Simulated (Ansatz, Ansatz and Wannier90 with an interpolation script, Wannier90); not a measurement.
## BN (Qingsongite): what limits a Wannier interpolation of GW

Aim: vary the Wannier model and the GW settings for BN (Qingsongite) and see what the interpolated bands lose.

Main program and level: Wannier90 4.0.3; maximally localised Wannier functions from the overlaps of LDA states (plane waves, PAW).

### 1. The structure

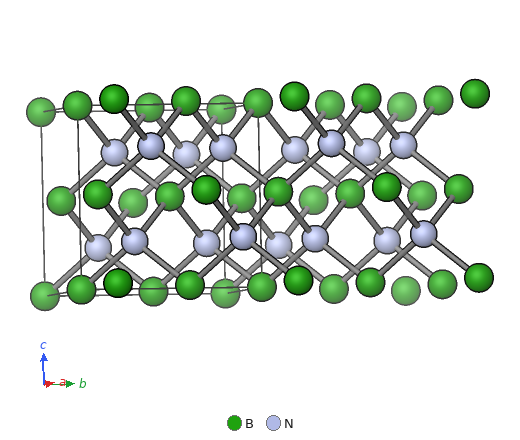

Start, viewed slightly off an axis; boron green, nitrogen light blue. 2×2×1 cells are drawn. This picture shows the conventional cell, with its axes. Bonds to atoms that aren't drawn are left out. Some periodic images of atoms are drawn too.

The cell and positions come from the Crystallography Open Database and are kept as given unless a step says otherwise.

### 2. Wannier model on 10×10×10, by Wannier90

Localised functions give a small Hamiltonian that interpolates between mesh points at no cost.

Input file w.win:

```
num_iter = 1200
conv_tol = 1.0e-8
conv_window = 5
dis_num_iter = 4000
dis_conv_tol = 1.0e-8
dis_mix_ratio = 0.7
write_hr = true
use_ws_distance = false
num_print_cycles = 50
! ansatz wannier90 interface
! projections by site (counted from 0) and shell: 0 2S, 0 2P, 1 2P
! states of the run's bands (counted from 1): 1-9
num_bands = 9
num_wann  = 7
dis_win_min = 0.07
dis_win_max = 31.92
dis_froz_min = 0.07
dis_froz_max = 18.28
guiding_centres = true

begin unit_cell_cart
Ang
                      0.0                   1.8075                   1.8075
                   1.8075                      0.0                   1.8075
                   1.8075                   1.8075                      0.0
end unit_cell_cart

begin atoms_frac
B                        0.0                      0.0                      0.0
N                       0.75                     0.75                     0.75
end atoms_frac

mp_grid = 10 10 10

[... the mesh's points ...]
```

Command:

```sh
OMP_NUM_THREADS=1 mpirun -n 8 wannier90.x w > wannier90.x.log
```

Numbers of over 12 decimals in the logs are rounded to 6 here.

Output:

```text
TEM
                                    ------

                              Lattice Vectors (Ang)
                    a_1     0.000000   1.807500   1.807500
                    a_2     1.807500   0.000000   1.807500
                    a_3     1.807500   1.807500   0.000000

                   Unit Cell Volume:      11.81041  (Ang^3)

                        Reciprocal-Space Vectors (Ang^-1)
                    b_1    -1.738087   1.738087   1.738087
                    b_2     1.738087  -1.738087   1.738087
                    b_3     1.738087   1.738087  -1.738087

 *----------------------------------------------------------------------------*
 |   Site       Fractional Coordinate          Cartesian Coordinate (Ang)     |
 +----------------------------------------------------------------------------+
 | b    1   0.00000   0.00000   0.00000   |    0.00000   0.00000   0.00000    |
 | n    1   0.75000   0.75000   0.75000   |    2.71125   2.71125   2.71125    |
 *----------------------------------------------------------------------------*
                                ------------
                                K-POINT GRID
                                ------------

             Grid size = 10 x 10 x 10      Total points = 1000

 *---------------------------------- MAIN ------------------------------------*
 |  Number of Wannier Functions               :                 7             |
 |  Number of Objective Wannier Functions     :                 7             |
 |  Number of input Bloch states              :                 9             |
 |  Output verbosity (1=low, 5=high)          :                 1             |
 |  Timing Level (1=low, 5=high)              :                 1             |
 |  Optimisation (0=memory, 3=speed)          :                 3             |
 |  Length Unit                               :               Ang             |
 |  Post-processing setup (write *.nnkp)      :                 F             |
 |  Using Gamma-only branch of algorithms     :                 F             |
 *----------------------------------------------------------------------------*
 *------------------------------- WANNIERISE ---------------------------------*
 |  Total number of iterations                :              1200             |
 |  Number of CG steps before reset           :                 5             |
 |  Trial step length for line search         :             2.000             |
 |  Convergence tolerence                     :         0.100E-07             |
 |  Convergence window                        :                 5             |
 |  Iterations between writing output         :                50             |
 |  Iterations between backing up to disk     :               100             |
 |  Write r^2_nm to file                      :                 F             |
[...]
+--------------------------------------------------------------------+<-- CONV

 ------------------------------------------------------------------------------
 Initial State
  WF centre and spread    1  ( -0.000000,  0.000000,  0.000000 )     1.52262130
  WF centre and spread    2  ( -0.000000,  0.000000,  0.000000 )     1.36369101
  WF centre and spread    3  ( -0.000000,  0.000000,  0.000000 )     1.36369101
[...]
Sum of centres and spreads (  8.133750,  8.133750,  8.133750 )     8.02790427

      0     0.803E+01     0.0000000000        8.0279042685       0.42  <-- CONV
        O_D=      0.0437701 O_OD=      2.5162116 O_TOT=      8.0279043 <-- SPRD
 ------------------------------------------------------------------------------
 Cycle:      1
[...]
Sum of centres and spreads (  8.133750,  8.133750,  8.133750 )     7.77029765

      1    -0.258E+00     0.1162459397        7.7702976465       0.43  <-- CONV
        O_D=      0.0505286 O_OD=      2.2518465 O_TOT=      7.7702976 <-- SPRD
 Delta: O_D=  0.6758444E-02 O_OD= -0.2643651E+00 O_TOT= -0.2576066E+00 <-- DLTA
 ------------------------------------------------------------------------------
 Cycle:     50
[...]
Sum of centres and spreads (  8.133750,  8.133750,  8.133750 )     7.53171209

     50    -0.925E-09     0.0000140242        7.5317120945       0.83  <-- CONV
        O_D=      0.0497193 O_OD=      2.0140703 O_TOT=      7.5317121 <-- SPRD
 Delta: O_D= -0.3691954E-07 O_OD=  0.3599492E-07 O_TOT= -0.9246142E-09 <-- DLTA
 ------------------------------------------------------------------------------

             <<<     Delta < 1.000E-08  over  5 iterations     >>>
             <<< Wannierisation convergence criteria satisfied >>>

 Final State
[...]
WF centre and spread    6  (  2.711250,  2.711250,  2.711250 )     0.71575955
  WF centre and spread    7  (  2.711250,  2.711250,  2.711250 )     0.71575955
  Sum of centres and spreads (  8.133750,  8.133750,  8.133750 )     7.53171209

         Spreads (Ang^2)       Omega I      =     5.467922538
        ================       Omega D      =     0.049719259
                               Omega OD     =     2.014070298
    Final Spread (Ang^2)       Omega Total  =     7.531712095
 ------------------------------------------------------------------------------

 Writing checkpoint file w.chk... done

 *---------------------------------------------------------------------------*
 |                               PLOTTING                                    |
 *---------------------------------------------------------------------------*

 *===========================================================================*
 |                             TIMING INFORMATION                            |
 *===========================================================================*
 |    Tag                                                Ncalls      Time (s)|
 |---------------------------------------------------------------------------|
 |kmesh: get                                        :         1         0.221|
 |overlap: read                                     :         1         0.380|
 |dis: main                                         :         1         0.422|
 |wann: main                                        :         1         0.418|
 |plot: main                                        :         1         0.079|
 *---------------------------------------------------------------------------*
 All done: wannier90 exiting
```

The job ended after 2.7 s (8 MPI ranks of Arm Neoverse V2, shared host; 20 s of CPU time).

Numbers from this step:

* gauge-invariant spread: 5.468 Å²
* diagonal spread: 0.04972 Å²
* off-diagonal spread: 2.014 Å²
* total spread: 7.532 Å²
* disentanglement steps: 158
* r.m.s. interpolation error: 0.004745 eV
* r.m.s. error near the gap: 0.007322 eV

Near the gap the model misses directly solved bands by 7.3 meV r.m.s. and by 31 meV at most in the window tested. This tests the starting bands, not the corrections carried with them.

### 3. Wannier model on 10×10×10, by the program's own minimiser

This step: maximally localised Wannier functions, LDA, plane waves, PAW.

Input file input.yaml:

```yaml
crystal:
  lattice:
    - [0.0, 1.8075, 1.8075]
    - [1.8075, 0.0, 1.8075]
    - [1.8075, 1.8075, 0.0]
  atoms:
    - { symbol: B, position: [0.0, 0.0, 0.0] }
    - { symbol: "N", position: [0.75, 0.75, 0.75] }
kpoints:
  mp_grid: { grid: [10, 10, 10] }
hamiltonian:
  xc: lda
scf:
  occupations: { method: fixed }
  n_extra_bands: 30
output:
  wannier:
    kmesh: [10, 10, 10]
    projections:
      - { species: B, l: s, shell: 2 }
      - { species: B, l: p, shell: 2 }
      - { species: "N", l: p, shell: 2 }
    minimise: true
    write_hr: true
    seedname: w
    conv_tol: 1.0e-06
    max_iter: 20000
    stability_check: false
    disentanglement:
      window: [0.07, 31.92]
      frozen_window: [0.07, 18.28]
      conv_tol: 1.0e-08
```

Command:

```sh
ansatz run input.yaml --threads 12 --pin off --max-ram 22118MiB --backend cpu --events-out ev --progress --plain --runs-dir out
```

Output:

```text
scf.n_extra_bands = 30 over 4 filled bands (N_el = 8.0): the run solves 34 bands
Engine: ansatz 0.2.0, aarch64-unknown-linux-gnu
Pseudopotentials: kind: paw
Pseudopotential: B, paw, valence charge 3, recommended cutoff 420 eV (normal), B.paw.azcp
Pseudopotential: N, paw, valence charge 5, recommended cutoff 420 eV (normal), N.paw.azcp
Functional definition: SPW92
  exchange = slater_x
  correlation = pw_c
Crystal: 2 atoms, lattice volume = 11.810 Å³
Basis set: ecut = 420 eV, 259 PW (Γ)
Bands: 34, of which v1, the nominal top of the filled ones, is band 4 counted from 1 (3 counted from 0)
Symmetry: 24 space group operations
Space group: F-43m (ITA 216), of the structure as read, at distance tolerance 2.3e-5 Å
k-points: 47 of 1000 (time reversal used)
Non-local potential: B, projectors of the file, l = 0: 2, l = 1: 2, l = 2: 1
Non-local potential: N, projectors of the file, l = 0: 2, l = 1: 2, l = 2: 1
PAW form: soft (Blöchl's): semilocal exchange-correlation on the pseudo side does not see the compensation charge
PAW frozen core: B, regenerated for the run's functional, and the local potential with it (the file was generated under x = pbe(κ = 0.804, μ = 0.219515), c = pbe(β = 0.066725))
PAW frozen core: N, regenerated for the run's functional, and the local potential with it (the file was generated under x = pbe(κ = 0.804, μ = 0.219515), c = pbe(β = 0.066725))
PAW one-centre angular grid: B, 110 points (default); XC on 64 Gauss nodes
PAW one-centre angular grid: N, 110 points (default); XC on 64 Gauss nodes
Initial density: superposition of atomic densities (neutral atoms: chi_scale 0, normalization atom), corrected by the library's trained network
[...]
SCF 1 converged in 6 iterations: F = -526.456775 eV  dr2 = 1.33e-9
[...]
NSCF: frozen V_eff on 50 k-points
the Wannier pass solved 50 of the 1000 points of its mesh, and has the states at the others by symmetry: states obtained by the crystal's operations at points that were solved too leave a residual of 6.03e-13 eV (read by the count's bands and the next), within 5.56e-6 eV
SCF converged after 6 iterations
Free energy (F): -526.456775 eV
Harris-Foulkes:  -526.456775 eV  (|F-HF|=3.26e-10)
Internal energy: -526.456775 eV  (E = F + TS)
E sigma→0 (E₀):  -526.456775 eV
Fermi energy:    10.922515 eV
--- Per-component energies (eV) ---
  E_band       = 24.804455
  E_kinetic    = 185.143341
  E_local      = -176.546471  (includes V_loc(G=0)·N_el)
  E_nonlocal   = 58.496857
  E_hartree    = 48.600820
  E_xc         = -92.554125
  E_vxc        = -115.539481  (∫ρ·V_xc dr)
  E_paw        = -191.338525  (= ΣΔE_a)
  E_vpaw       = -23.951748  (= ΣTr[D̂ρ^β])
  E_aug_tail   = 0.000099  (compensation charges beyond the density's cutoff)
  E_ewald      = -358.384650
  E_core_change = 0.125878  (= ΣΔE_core)
  E_smearing   = -0.000000  (= −TS)
  E_closure    = -0.000000  (closes the sum)
  Σ components = -526.456775   (vs F -526.456775, Δ=0.00e0)
--- Band table (eV; the first three rows and the last of 47) ---
  k-point 0: bands = [-9.1515, 10.9225, 10.9225, 10.9225, 19.6195, 19.6195, 19.6195, 21.3340, ... 26 higher]
  k-point 1: bands = [-8.9074, 9.6649, 10.6676, 10.6676, 19.9179, 20.0027, 20.0027, 22.0896, ... 26 higher]
  k-point 2: bands = [-8.1880, 6.9623, 10.0943, 10.0943, 20.3459, 20.7948, 20.7948, 23.6677, ... 26 higher]
  k-point 46: bands = [-3.1951, 3.0653, 4.3152, 4.5004, 19.5518, 23.8293, 24.9305, 26.8060, ... 26 higher]
Wannier search: line search 1 of at most 20000: gauge-dependent spread (as the search counts it) 2.3024217 Å², largest recent change 2.6e-1 Å² against conv_tol 1.0e-6 Å², 0 stops escaped
```

Wall time 2.5 s (12 threads); peak memory 0.46 GiB; 6.3 s of CPU time.

In the SCF lines HF is the Harris–Foulkes energy and dr2 the Hartree energy of the density residual, in eV; the loop may stop once dr2 is under the threshold and the program's other checks hold. Hψ counts applications of the Hamiltonian.

Numbers from this step:

- gauge-invariant spread: 5.468 Å²
- diagonal spread: 0.04974 Å²
- off-diagonal spread: 2.014 Å²
- total spread: 7.532 Å²
- least projectability: 0.09736
- localisation steps: 34
- disentanglement steps: 121
- r.m.s. interpolation error: 0.004747 eV
- r.m.s. error near the gap: 0.007326 eV

Near the gap the model misses directly solved bands by 7.3 meV r.m.s. and by 31 meV at most in the window tested. This tests the starting bands, not the corrections carried with them.

Frozen up to 7.36 eV; above it the model need not follow the bands. Electronic bands along the path, in eV, zero at the valence-band top; v1 is the highest filled band, c1 the lowest empty one:

```
    point      v3     v2     v1     c1     c2     c3     c4
        Γ    0.00   0.00   0.00   8.70   8.70   8.70  10.41
        X   -8.88  -4.92  -4.92   4.36  12.61  17.69  17.69
        U   -8.07  -7.72  -4.09   6.84  14.49  15.64  16.61
jump to K   -8.07  -7.72  -4.09   6.84  14.49  15.64  16.61
        Γ    0.00   0.00   0.00   8.70   8.70   8.70  10.41
        L  -10.71  -1.95  -1.95  10.20  10.58  10.58  15.01
        W   -7.50  -7.02  -6.56   9.44  13.21  14.67  17.42
        X   -8.88  -4.92  -4.92   4.36  12.61  17.69  17.69
```

The same for Kohn-Sham, solved directly:

```
point      v3     v2     v1     c1     c2     c3     c4
    Γ    0.00   0.00   0.00   8.70   8.70   8.70  10.41
    X   -8.88  -4.92  -4.92   4.36   9.17  17.69  17.69
    U   -8.07  -7.72  -4.09   6.81  12.78  15.64  16.51
    K   -8.07  -7.72  -4.09   6.81  12.78  15.64  16.51
    Γ    0.00   0.00   0.00   8.70   8.70   8.70  10.41
    L  -10.71  -1.95  -1.95  10.20  10.58  10.58  15.01
    W   -7.50  -7.02  -6.56   9.44  13.22  14.26  14.66
    X   -8.88  -4.92  -4.92   4.36   9.17  17.69  17.69
```

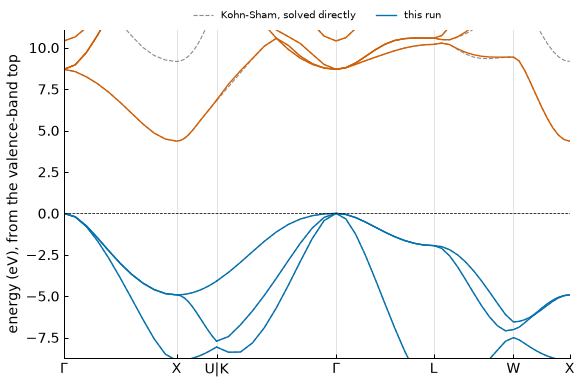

Electronic bands along the path; lines of filled and empty bands in two colours; dashed: Kohn-Sham, solved directly.

### 4. A faulty Wannier input

This step: maximally localised Wannier functions from the overlaps of LDA states (plane waves, PAW).

w.win, as its differences from that of step 2:

```diff
@@ -17,3 +17,3 @@
 dis_froz_min = 0.07
-dis_froz_max = 18.28
+dis_froz_max = 31.42
 guiding_centres = true
```

Command:

```sh
OMP_NUM_THREADS=1 mpirun -n 8 wannier90.x w > wannier90.x.log
```

Output:

```text
[banner, memory and clock lines left out]
TEM
                                    ------

                              Lattice Vectors (Ang)
                    a_1     0.000000   1.807500   1.807500
                    a_2     1.807500   0.000000   1.807500
                    a_3     1.807500   1.807500   0.000000

                   Unit Cell Volume:      11.81041  (Ang^3)

                        Reciprocal-Space Vectors (Ang^-1)
                    b_1    -1.738087   1.738087   1.738087
                    b_2     1.738087  -1.738087   1.738087
                    b_3     1.738087   1.738087  -1.738087

 *----------------------------------------------------------------------------*
 |   Site       Fractional Coordinate          Cartesian Coordinate (Ang)     |
 +----------------------------------------------------------------------------+
 | b    1   0.00000   0.00000   0.00000   |    0.00000   0.00000   0.00000    |
 | n    1   0.75000   0.75000   0.75000   |    2.71125   2.71125   2.71125    |
 *----------------------------------------------------------------------------*
                                ------------
                                K-POINT GRID
                                ------------

             Grid size = 10 x 10 x 10      Total points = 1000

 *---------------------------------- MAIN ------------------------------------*
 |  Number of Wannier Functions               :                 7             |
 |  Number of Objective Wannier Functions     :                 7             |
 |  Number of input Bloch states              :                 9             |
 |  Output verbosity (1=low, 5=high)          :                 1             |
 |  Timing Level (1=low, 5=high)              :                 1             |
[...]
|             1         0.173809    0.173809   -0.173809     4.137775        |
 |             2         0.173809   -0.173809    0.173809     4.137775        |
 |             3        -0.173809    0.173809    0.173809     4.137775        |
[...]
|             7         0.173809   -0.173809   -0.173809     4.137775        |
 |             8        -0.173809   -0.173809   -0.173809     4.137775        |
[...]
|                           b_k Directions (Ang^-1)                          |
 |                           -----------------------                          |
 |            No.           x           y           z                         |
 |            ---        --------------------------------                     |
 |             1         0.173809    0.173809   -0.173809                     |
 |             2         0.173809   -0.173809    0.173809                     |
 |             3        -0.173809    0.173809    0.173809                     |
 |             4         0.173809    0.173809    0.173809                     |
[...]
Starting a new Wannier90 calculation ...

 Reading overlaps from w.mmn    : ansatz wannier90 interface

 Reading projections from w.amn : ansatz wannier90 interface

 *------------------------------- DISENTANGLE --------------------------------*
 +----------------------------------------------------------------------------+
 |                              Energy  Windows                               |
 |                              ---------------                               |
 |                   Outer:    0.07000  to   31.92000  (eV)                   |
 |                   Inner:    0.07000  to   31.42000  (eV)                   |
 +----------------------------------------------------------------------------+
 ERROR AT K-POINT   13 THERE ARE  8 BANDS INSIDE THE INNER WINDOW AND ONLY 7 TARGET BANDS
BANDS: (eV)   7.89088    9.45591    9.99093   19.26011   21.37232   21.64410   23.20525   31.04728
 Exiting.......
 dis_windows: More states in the frozen window than target WFs
 (rank: 0)
```

The job ended after 1.6 s (8 MPI ranks).

The run stopped with an error after 1.6 s.

The program's words: ERROR AT K-POINT   13 THERE ARE  8 BANDS INSIDE THE INNER WINDOW AND ONLY 7 TARGET BANDS dis_windows: More states in the frozen window than target WFs thus causing the job to be terminated. The first process to do so was:

The fault put into this input: a frozen window with more states than functions.

### 5. G0W0: 10×10×10 mesh, 54 empty bands, screening to 160 eV

Now the one-shot GW correction: screening in the RPA, then the self-energy of the levels asked for.

This step: G0W0 on LDA, plane waves, PAW.

input.yaml, the sections that differ from step 3:

```yaml
scf:
  occupations: { method: fixed }
gw:
  n_empty_bands: 54
  ecut_chi: 160.0
  qp_bands: [v3, c1]
  screening: { model: contour_deformation }
# crystal, kpoints, hamiltonian: as in step 3
# output: removed
```

Command:

```sh
ansatz run input.yaml --threads 12 --pin off --max-ram 22118MiB --backend cpu --events-out ev --progress --plain --runs-dir out
```

Output:

```text
[...]
Crystal: 2 atoms, lattice volume = 11.810 Å³
Basis set: ecut = 420 eV, 259 PW (Γ)
Bands: 8, of which v1, the nominal top of the filled ones, is band 4 counted from 1 (3 counted from 0)
Symmetry: 24 space group operations
[...]
k-points: 47 of 1000 (time reversal used)
[...]
1     5     19.9179    -8.6077    -5.5217   -15.6052  0.8354    21.4043    21.3936  root
[...]
46     2      3.0653   -23.1486     4.8884   -16.8053  0.7828     1.5879     1.6104  root
    46     3      4.3152   -22.2009     4.2809   -16.6601  0.7972     3.0418     3.0554  root
    46     4      4.5004   -21.1144     3.9223   -16.0419  0.8026     3.3398     3.3502  root
    46     5     19.5518    -8.8423    -5.3057   -15.4724  0.8352    20.8850    20.8763  root
[key lines of the parts left out:]
SCF converged after 6 iterations
Free energy (F): -526.456775 eV
Fermi energy:    10.922507 eV
```

Run time: 98 s. Hardware: 12 threads; peak memory 0.35 GiB; 5.3 min of CPU time.

The G0W0 gap on the mesh is 6.016 eV.

[end of part 1 of 2]

[Paths, hosts, dates, memory and timing lines, banners, echoed tables and standing remarks are left out of the program output.]

[Logs are printed without paths, hosts, clocks, repeated set-up lines and the standing remarks that a program may print on its own settings, such as how far it seeks lower states.]

[Runs of the session that timed out or met a known fault of the program may be left out.]

[Hosts, paths, dates, database ids (printed as entryN), source tags and the programs' standing remarks are cut or masked in the printed files.]
